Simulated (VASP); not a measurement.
**C: geometry relaxation (part 3 of 3)**

Continued. System: C (P6₃/mmc, 12 atoms in the cell). Method: Kohn-Sham DFT of a periodic cell, BLYP with D3(BJ), VASP PAW PBE potentials, recommended, no spin polarisation (VASP 6.6.1); cutoff 600 eV, 12×12×3 k-mesh, fermi-dirac of 0.05 eV. The structure derives from an entry of the Crystallography Open Database.

Geometry of the input (Å; fractional positions):
```
2.5221  0.0000  0.0000
-1.2611  2.1842  0.0000
0.0000  0.0000  12.3557
C  0.6667  0.3333  0.3542
C  0.3333  0.6667  0.8542
C  0.6667  0.3333  0.1458
C  0.3333  0.6667  0.6458
C  0.6667  0.3333  0.4792
C  0.3333  0.6667  0.9792
C  0.6667  0.3333  0.0208
C  0.3333  0.6667  0.5208
C  0.0000  0.0000  0.8125
C  0.0000  0.0000  0.3125
C  0.0000  0.0000  0.6875
C  0.0000  0.0000  0.1875
```

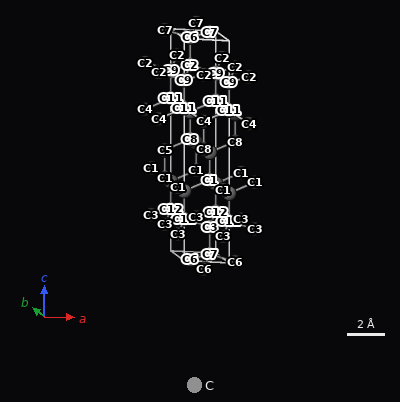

*The geometry at step 3 of the log (ball-and-stick view of the cell of the calculation, seen slightly off an axis; neighbours outside the cell are drawn fainter; atoms are numbered from 1 in the order of the input).*

Parts of OUTCAR, continued:
```
  FORCE on cell =-STRESS in cart. coord.  units (eV):
  Direction    XX          YY          ZZ          XY          YZ          ZX
  --------------------------------------------------------------------------------------
  -------------------------------------------------------------------------------------
  Total       0.02131     0.02131    -0.14269     0.00000     0.00000     0.00000
  in kB       0.50017     0.50017    -3.34970     0.00000     0.00000     0.00000
  external pressure =       -0.78 kB  Pullay stress =        0.00 kB

 VOLUME and BASIS-vectors are now :
 -----------------------------------------------------------------------------
  energy-cutoff  :      600.00
  volume of cell :       68.25
      direct lattice vectors                 reciprocal lattice vectors
     2.518549797  0.000000000 -0.000000000     0.397053892  0.229239172 -0.000000000
    -1.259274898  2.181128104 -0.000000000    -0.000000000  0.458478343  0.000000000
     0.000000000  0.000000000 12.424410954     0.000000000  0.000000000  0.080486713

 POSITION                                       TOTAL-FORCE (eV/Angst)
 -----------------------------------------------------------------------------------
      1.25927      0.72704      4.40921         0.000000      0.000000      0.009431
     -0.00000      1.45409     10.62141        -0.000000      0.000000      0.009431
      1.25927      0.72704      1.80300        -0.000000     -0.000000     -0.009431
     -0.00000      1.45409      8.01520        -0.000000     -0.000000     -0.009431
      1.25927      0.72704      5.95427        -0.000000     -0.000000     -0.006137
     -0.00000      1.45409     12.16648         0.000000      0.000000     -0.006137
      1.25927      0.72704      0.25794        -0.000000     -0.000000      0.006137
     -0.00000      1.45409      6.47014         0.000000      0.000000      0.006137
      2.51855      0.00000     10.10255         0.000000     -0.000000      0.013526
      0.00000      0.00000      3.89034         0.000000      0.000000      0.013526
      0.00000      0.00000      8.53407        -0.000000     -0.000000     -0.013526
      0.00000      0.00000      2.32187        -0.000000      0.000000     -0.013526
 -----------------------------------------------------------------------------------
    total drift:                                0.000000     -0.000000      0.000000

  FREE ENERGIE OF THE ION-ELECTRON SYSTEM (eV)
  ---------------------------------------------------
  free  energy   TOTEN  =      -104.6682168150 eV

  energy  without entropy=     -104.6682168150  energy(sigma->0) =     -104.66821681

--------------------------------------- Ionic step        6  -------------------------------------------

 number of electron      48.0000001 magnetization

 Free energy of the ion-electron system (eV)
  ---------------------------------------------------
  ext. energy  EPLUGINS =         0.00000000
  ---------------------------------------------------
  free energy    TOTEN  =      -100.25190033 eV

  energy without entropy =     -100.25190033  energy(sigma->0) =     -100.25190033

 E-fermi :  11.0419     XC(G=0): -12.5323     alpha+bet :-17.6273

 val. band max:       10.0596847723   @ k =   0.0000   0.0000   0.0000
 cond. band min:      14.8037425672   @ k =   0.3333   0.0000   0.0000
 fundamental gap:      4.7440577949
 Fermi energy:        11.0418961985

 k-point     1 :       0.0000    0.0000    0.0000
  band No.  band energies     occupation
      1     -11.1913      2.00000
      2     -10.4773      2.00000
      3     -10.3977      2.00000
      4      -8.2643      2.00000
      5      -8.2005      2.00000
      6      -5.5798      2.00000
      7      -3.1057      2.00000
      8       0.7320      2.00000
      9       0.8139      2.00000
     10       6.2677      2.00000
     11       6.2975      2.00000
     12       7.2329      2.00000
     13       7.2329      2.00000
     14       7.7180      2.00000
     15       7.7180      2.00000
     16       7.7633      2.00000
     17       7.7633      2.00000
     18       9.0166      2.00000
     19       9.0166      2.00000
     20       9.1115      2.00000
     21       9.1115      2.00000
     22       9.9222      2.00000
     23      10.0597      2.00000
     24      10.0597      2.00000
     25      15.6048      0.00000
     26      15.6048      0.00000
     27      15.7243      0.00000
     28      16.6792      0.00000
     29      16.6792      0.00000
     30      17.0580      0.00000
     31      17.0580      0.00000

 k-point     2 :       0.0833    0.0000    0.0000
  band No.  band energies     occupation
      1     -11.0216      2.00000
      2     -10.3086      2.00000
      3     -10.2294      2.00000
      4      -8.1004      2.00000
      5      -8.0373      2.00000
      6      -5.4288      2.00000
      7      -2.9510      2.00000
      8       0.8521      2.00000
      9       0.9339      2.00000
     10       6.2595      2.00000
     11       6.2875      2.00000
     12       6.4019      2.00000
     13       6.8636      2.00000
     14       6.9317      2.00000
     15       6.9599      2.00000
     16       7.3997      2.00000
     17       7.4103      2.00000
     18       8.2802      2.00000
     19       8.3950      2.00000
     20       8.7631      2.00000
     21       8.8218      2.00000
     22       9.3679      2.00000
     23       9.6720      2.00000
     24       9.8047      2.00000
     25      15.7042      0.00000
     26      15.9851      0.00000
     27      15.9991      0.00000
     28      16.6210      0.00000
     29      16.8866      0.00000
     30      17.1158      0.00000
     31      17.4217      0.00000

 k-point     3 :       0.1667    0.0000    0.0000
  band No.  band energies     occupation
      1     -10.5139      2.00000
      2      -9.8042      2.00000
      3      -9.7264      2.00000
      4      -7.6111      2.00000
      5      -7.5504      2.00000
      6      -4.9780      2.00000
      7      -2.5003      2.00000
      8       1.1825      2.00000
      9       1.2664      2.00000
     10       4.4412      2.00000
     11       4.9995      2.00000
     12       5.0362      2.00000
     13       5.9836      2.00000
     14       6.0463      2.00000
     15       6.1906      2.00000
     16       6.6167      2.00000
     17       6.6512      2.00000
     18       6.6670      2.00000
     19       6.9953      2.00000
     20       7.7450      2.00000
     21       8.1173      2.00000
     22       8.1221      2.00000
     23       9.0526      2.00000
     24       9.1668      2.00000
     25      15.4691      0.00000
     26      16.0297      0.00000
     27      16.4312      0.00000
     28      16.8746      0.00000
     29      16.9403      0.00000
     30      17.8982      0.00000
     31      18.1981      0.00000

 k-point     4 :       0.2500    0.0000    0.0000
  band No.  band energies     occupation
      1      -9.6753      2.00000
      2      -8.9714      2.00000
      3      -8.8970      2.00000
      4      -6.8061      2.00000
      5      -6.7509      2.00000
      6      -4.2366      2.00000
      7      -1.8230      2.00000
      8       1.4549      2.00000
      9       1.5037      2.00000
     10       2.2873      2.00000
     11       2.8201      2.00000
     12       2.9601      2.00000
     13       4.2686      2.00000
     14       4.3536      2.00000
     15       5.1771      2.00000
     16       5.7489      2.00000
     17       5.7637      2.00000
     18       5.8223      2.00000
     19       6.2497      2.00000
     20       6.6350      2.00000
     21       7.3299      2.00000
     22       7.3562      2.00000
     23       8.2185      2.00000
     24       8.4183      2.00000
     25      15.0520      0.00000
     26      15.6483      0.00000
     27      16.1188      0.00000
     28      17.1861      0.00000
     29      17.6758      0.00000
     30      17.7734      0.00000
     31      17.9773      0.00000

 k-point     5 :       0.3333    0.0000    0.0000
  band No.  band energies     occupation
      1      -8.5213      2.00000
      2      -7.8266      2.00000
      3      -7.7608      2.00000
      4      -5.7120      2.00000
      5      -5.6723      2.00000
      6      -3.2402      2.00000
      7      -1.3862      2.00000
      8      -0.2732      2.00000
      9       0.0736      2.00000
     10       0.7453      2.00000
     11       1.6573      2.00000
     12       1.7563      2.00000
     13       3.0775      2.00000
     14       3.2223      2.00000
     15       3.6920      2.00000
     16       4.4674      2.00000
     17       5.0637      2.00000
     18       5.1332      2.00000
     19       5.6671      2.00000
     20       6.4470      2.00000
     21       6.6637      2.00000
     22       6.7041      2.00000
     23       7.4406      2.00000
     24       7.7767      2.00000
     25      14.8037      0.00000
     26      15.4394      0.00000
     27      15.8267      0.00000
     28      17.1630      0.00000
     29      17.4674      0.00000
     30      17.8662      0.00000
     31      17.9292      0.00000

 [... the levels of 18 k-points are left out ...]

 k-point    24 :       0.3333    0.0000    0.3333
  band No.  band energies     occupation
      1      -8.4401      2.00000
      2      -8.1975      2.00000
      3      -7.2348      2.00000
      4      -6.5305      2.00000
      5      -4.7507      2.00000
      6      -3.7944      2.00000
      7      -0.9343      2.00000
      8      -0.4169      2.00000
      9       0.1493      2.00000
     10       0.7400      2.00000
     11       1.2375      2.00000
     12       2.0479      2.00000
     13       2.5905      2.00000
     14       3.3450      2.00000
     15       4.3024      2.00000
     16       4.5393      2.00000
     17       4.7518      2.00000
     18       5.2421      2.00000
     19       5.5595      2.00000
     20       6.1029      2.00000
     21       6.7702      2.00000
     22       7.2266      2.00000
     23       7.2403      2.00000
     24       7.6267      2.00000
     25      14.9459      0.00000
     26      15.2388      0.00000
     27      16.1240      0.00000
     28      16.6779      0.00000
     29      17.8198      0.00000
     30      17.9918      0.00000
     31      18.0991      0.00000

 [... further k-points ...]

------------------------ aborting loop because EDIFF is reached ----------------------------------------

 Edisp (eV)   -4.41634

 E8    (eV) :    -2.6326

  FORCE on cell =-STRESS in cart. coord.  units (eV):
  Direction    XX          YY          ZZ          XY          YZ          ZX
  --------------------------------------------------------------------------------------
  -------------------------------------------------------------------------------------
  Total      -0.00094    -0.00094     0.08915     0.00000    -0.00000     0.00000
  in kB      -0.02215    -0.02215     2.09352     0.00000    -0.00000     0.00000
  external pressure =        0.68 kB  Pullay stress =        0.00 kB

 VOLUME and BASIS-vectors are now :
 -----------------------------------------------------------------------------
  energy-cutoff  :      600.00
  volume of cell :       68.23
      direct lattice vectors                 reciprocal lattice vectors
     2.518707347  0.000000000 -0.000000000     0.397029056  0.229224832 -0.000000000
    -1.259353673  2.181264547 -0.000000000    -0.000000000  0.458449665 -0.000000000
     0.000000000  0.000000000 12.418723388     0.000000000  0.000000000  0.080523575

 POSITION                                       TOTAL-FORCE (eV/Angst)
 -----------------------------------------------------------------------------------
      1.25935      0.72709      4.40767         0.000000     -0.000000     -0.006877
     -0.00000      1.45418     10.61703        -0.000000      0.000000     -0.006877
      1.25935      0.72709      1.80169         0.000000     -0.000000      0.006877
     -0.00000      1.45418      8.01105        -0.000000      0.000000      0.006877
      1.25935      0.72709      5.95148        -0.000000     -0.000000      0.004690
     -0.00000      1.45418     12.16085        -0.000000      0.000000      0.004690
      1.25935      0.72709      0.25788         0.000000     -0.000000     -0.004690
     -0.00000      1.45418      6.46724        -0.000000      0.000000     -0.004690
     -1.25935      2.18126     10.09841        -0.000000     -0.000000     -0.006311
      0.00000      0.00000      3.88905        -0.000000     -0.000000     -0.006311
     -1.25935      2.18126      8.52967         0.000000      0.000000      0.006311
      2.51871      0.00000      2.32031         0.000000      0.000000      0.006311
 -----------------------------------------------------------------------------------
    total drift:                                0.000000     -0.000000      0.000000

  FREE ENERGIE OF THE ION-ELECTRON SYSTEM (eV)
  ---------------------------------------------------
  free  energy   TOTEN  =      -104.6682397370 eV

  energy  without entropy=     -104.6682397370  energy(sigma->0) =     -104.66823974

 reached required accuracy - stopping structural energy minimisation
```

CONTCAR:
```
C
   1.00000000000000
     2.5187073465059431    0.0000000000000000   -0.0000000000000000
    -1.2593536732529715    2.1812645467878471   -0.0000000000000000
     0.0000000000000000    0.0000000000000000   12.4187233879732659
  C
    12
Direct
     0.6666666667000030    0.3333333332999970    0.3549213538410836
     0.3333333332999970    0.6666666667000030    0.8549213538410836
     0.6666666667000030    0.3333333332999970    0.1450786461589164
     0.3333333332999970    0.6666666667000030    0.6450786461589164
     0.6666666667000030    0.3333333332999970    0.4792348079533185
     0.3333333332999970    0.6666666667000030    0.9792348079533184
     0.6666666667000030    0.3333333332999970    0.0207651920466815
     0.3333333332999970    0.6666666667000030    0.5207651920466816
     0.0000000000000000    1.0000000000000000    0.8131602598734323
     0.0000000000000000    0.0000000000000000    0.3131602598734323
     0.0000000000000000    1.0000000000000000    0.6868397401265677
     1.0000000000000000    0.0000000000000000    0.1868397401265676

  0.00000000E+00  0.00000000E+00  0.00000000E+00
  0.00000000E+00  0.00000000E+00  0.00000000E+00
  0.00000000E+00  0.00000000E+00  0.00000000E+00
  0.00000000E+00  0.00000000E+00  0.00000000E+00
  0.00000000E+00  0.00000000E+00  0.00000000E+00
  0.00000000E+00  0.00000000E+00  0.00000000E+00
  0.00000000E+00  0.00000000E+00  0.00000000E+00
  0.00000000E+00  0.00000000E+00  0.00000000E+00
  0.00000000E+00  0.00000000E+00  0.00000000E+00
  0.00000000E+00  0.00000000E+00  0.00000000E+00
  0.00000000E+00  0.00000000E+00  0.00000000E+00
  0.00000000E+00  0.00000000E+00  0.00000000E+00
```

Trajectory as extended XYZ (Å, eV, eV/Å), 6 frames, from step=0 to step=5:
```
12
Lattice="2.5221 0.0000 0.0000 -1.2611 2.1842 0.0000 0.0000 0.0000 12.3557" Properties=species:S:1:pos:R:3:forces:R:3 step=0 energy=-104.64936
C     1.2611    0.7281    4.3760    0.0000   0.0000   0.3178
C     0.0000    1.4561   10.5539    0.0000   0.0000   0.3178
C     1.2611    0.7281    1.8018    0.0000   0.0000  -0.3178
C     0.0000    1.4561    7.9797    0.0000   0.0000  -0.3178
C     1.2611    0.7281    5.9205    0.0000   0.0000  -0.0262
C     0.0000    1.4561   12.0983    0.0000   0.0000  -0.0262
C     1.2611    0.7281    0.2574    0.0000   0.0000   0.0262
C     0.0000    1.4561    6.4352    0.0000   0.0000   0.0262
C     0.0000    0.0000   10.0390    0.0000   0.0000   0.3224
C     0.0000    0.0000    3.8612    0.0000   0.0000   0.3224
C     0.0000    0.0000    8.4945    0.0000   0.0000  -0.3224
C     0.0000    0.0000    2.3167    0.0000   0.0000  -0.3224
12
Lattice="2.5152 0.0000 -0.0000 -1.2576 2.1782 -0.0000 0.0000 0.0000 12.4952" Properties=species:S:1:pos:R:3:forces:R:3 step=1 energy=-104.65028
C     1.2576    0.7261    4.4409    0.0000   0.0000  -0.1908
C     0.0000    1.4521   10.6886    0.0000   0.0000  -0.1908
C     1.2576    0.7261    1.8067    0.0000   0.0000   0.1908
C     0.0000    1.4521    8.0543    0.0000   0.0000   0.1908
C     1.2576    0.7261    5.9861    0.0000   0.0000   0.2215
C     0.0000    1.4521   12.2337    0.0000   0.0000   0.2215
C     1.2576    0.7261    0.2616    0.0000   0.0000  -0.2215
C     0.0000    1.4521    6.5092    0.0000   0.0000  -0.2215
C     0.0000    0.0000   10.1681    0.0000   0.0000  -0.3023
C    -1.2576    2.1782    3.9205    0.0000   0.0000  -0.3023
C     0.0000    0.0000    8.5748    0.0000   0.0000   0.3023
C    -1.2576    2.1782    2.3271    0.0000   0.0000   0.3023
12
Lattice="2.5187 0.0000 -0.0000 -1.2593 2.1812 -0.0000 0.0000 0.0000 12.4252" Properties=species:S:1:pos:R:3:forces:R:3 step=2 energy=-104.66779
C     1.2593    0.7271    4.4084    0.0000   0.0000   0.0567
C     0.0000    1.4541   10.6210    0.0000   0.0000   0.0567
C     1.2593    0.7271    1.8042    0.0000   0.0000  -0.0567
C     0.0000    1.4541    8.0168    0.0000   0.0000  -0.0567
C     1.2593    0.7271    5.9532    0.0000   0.0000   0.0974
C     0.0000    1.4541   12.1658    0.0000   0.0000   0.0974
C     1.2593    0.7271    0.2595    0.0000   0.0000  -0.0974
C     0.0000    1.4541    6.4721    0.0000   0.0000  -0.0974
C     0.0000    0.0000   10.1034    0.0000   0.0000  -0.0240
C     0.0000    0.0000    3.8908    0.0000   0.0000  -0.0240
C     0.0000    0.0000    8.5345    0.0000   0.0000   0.0240
C     0.0000    0.0000    2.3218    0.0000   0.0000   0.0240
12
Lattice="2.5184 0.0000 -0.0000 -1.2592 2.1810 -0.0000 0.0000 0.0000 12.4229" Properties=species:S:1:pos:R:3:forces:R:3 step=3 energy=-104.66685
C     1.2592    0.7270    4.4106    0.0000   0.0000  -0.0767
C     0.0000    1.4540   10.6221    0.0000   0.0000  -0.0767
C     1.2592    0.7270    1.8009    0.0000   0.0000   0.0767
C     0.0000    1.4540    8.0123    0.0000   0.0000   0.0767
C     1.2592    0.7270    5.9562    0.0000   0.0000  -0.1908
C     0.0000    1.4540   12.1677    0.0000   0.0000  -0.1908
C     1.2592    0.7270    0.2552    0.0000   0.0000   0.1908
C     0.0000    1.4540    6.4667    0.0000   0.0000   0.1908
C     0.0000    0.0000   10.1010    0.0000   0.0000   0.0783
C     2.5184    0.0000    3.8896    0.0000   0.0000   0.0783
C     0.0000    0.0000    8.5334    0.0000   0.0000  -0.0783
C     1.2592    2.1810    2.3219    0.0000   0.0000  -0.0783
12
Lattice="2.5185 0.0000 -0.0000 -1.2593 2.1811 -0.0000 0.0000 0.0000 12.4244" Properties=species:S:1:pos:R:3:forces:R:3 step=4 energy=-104.66822
C     1.2593    0.7270    4.4092    0.0000   0.0000   0.0094
C     0.0000    1.4541   10.6214    0.0000   0.0000   0.0094
C     1.2593    0.7270    1.8030    0.0000   0.0000  -0.0094
C     0.0000    1.4541    8.0152    0.0000   0.0000  -0.0094
C     1.2593    0.7270    5.9543    0.0000   0.0000  -0.0061
C     0.0000    1.4541   12.1665    0.0000   0.0000  -0.0061
C     1.2593    0.7270    0.2579    0.0000   0.0000   0.0061
C     0.0000    1.4541    6.4701    0.0000   0.0000   0.0061
C     2.5185    0.0000   10.1025    0.0000   0.0000   0.0135
C     0.0000    0.0000    3.8903    0.0000   0.0000   0.0135
C     0.0000    0.0000    8.5341    0.0000   0.0000  -0.0135
C     0.0000    0.0000    2.3219    0.0000   0.0000  -0.0135
12
Lattice="2.5187 0.0000 -0.0000 -1.2594 2.1813 -0.0000 0.0000 0.0000 12.4187" Properties=species:S:1:pos:R:3:forces:R:3 step=5 energy=-104.66824
C     1.2594    0.7271    4.4077    0.0000   0.0000  -0.0069
C     0.0000    1.4542   10.6170    0.0000   0.0000  -0.0069
C     1.2594    0.7271    1.8017    0.0000   0.0000   0.0069
C     0.0000    1.4542    8.0111    0.0000   0.0000   0.0069
C     1.2594    0.7271    5.9515    0.0000   0.0000   0.0047
C     0.0000    1.4542   12.1608    0.0000   0.0000   0.0047
C     1.2594    0.7271    0.2579    0.0000   0.0000  -0.0047
C     0.0000    1.4542    6.4672    0.0000   0.0000  -0.0047
C    -1.2594    2.1813   10.0984    0.0000   0.0000  -0.0063
C     0.0000    0.0000    3.8891    0.0000   0.0000  -0.0063
C    -1.2594    2.1813    8.5297    0.0000   0.0000   0.0063
C     2.5187    0.0000    2.3203    0.0000   0.0000   0.0063
```

Results in brief:

| quantity | value |
| --- | --- |
| outcome | converged |
| space group (tolerance 0.01 Å) | P6₃/mmc (194) |
| electrons treated | 48 |
| free energy | −104.6682 eV |
| dispersion energy | −4.4163 eV |
| Fermi energy | 11.042 eV |
| gap on the k-point mesh | 4.74 eV |
| pressure | 0.07 GPa |
| final volume | 68.23 Å³ |
| largest force (length of the vector) at the end | 0.007 eV/Å |
| final cell | a = 2.519 Å, b = 2.519 Å, c = 12.419 Å, α = 90.00°, β = 90.00°, γ = 120.00° |
| hardware | 1 thread of Intel Xeon @ 2.50GHz (Skylake/Cascade Lake), 64 GiB of memory available, shared host |
| wall time | 6.2 min |
| peak memory | 0.25 GiB |
